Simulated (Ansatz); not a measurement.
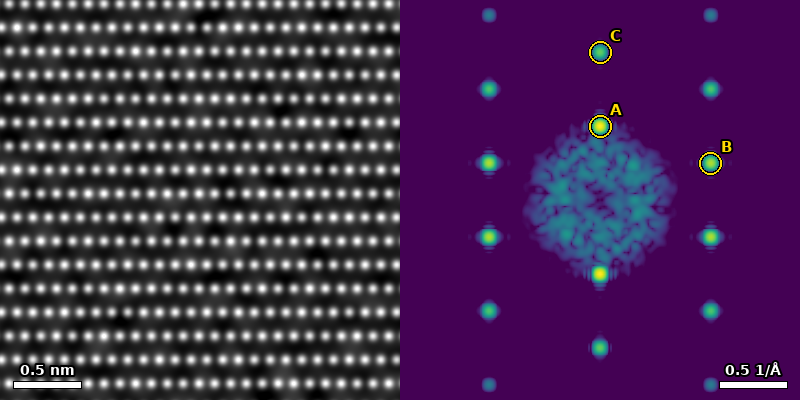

Dark-field STEM-like image of a crystal. The image is simulated as a sum over atoms of Z^1.7, blurred by a 0.62 Å probe (no channelling). The probe carries 15 % of its weight in a tail 2.5 times as wide. The speckle of an amorphous layer was added.

The right panel is the modulus of the image's Fourier transform on a logarithmic scale.

**Which lattice spacings do the marked spots stand for, and what angle do A and B enclose?**

A: 1.8 Å, B: 1.1 Å, C: 0.9 Å; A and B enclose about 72°.

The crystal is Os (Pm-3m, No. 221) along [221]; the spots are (-1 1 0), (0 1 -2) and (-2 2 0). Structure: coordinates from a relaxation with Ansatz 0.2.0, DFT, LDA (PW92), plane waves (420 eV) with PAW, scalar-relativistic; the starting structure was generated, so it need not be a known form of this composition.
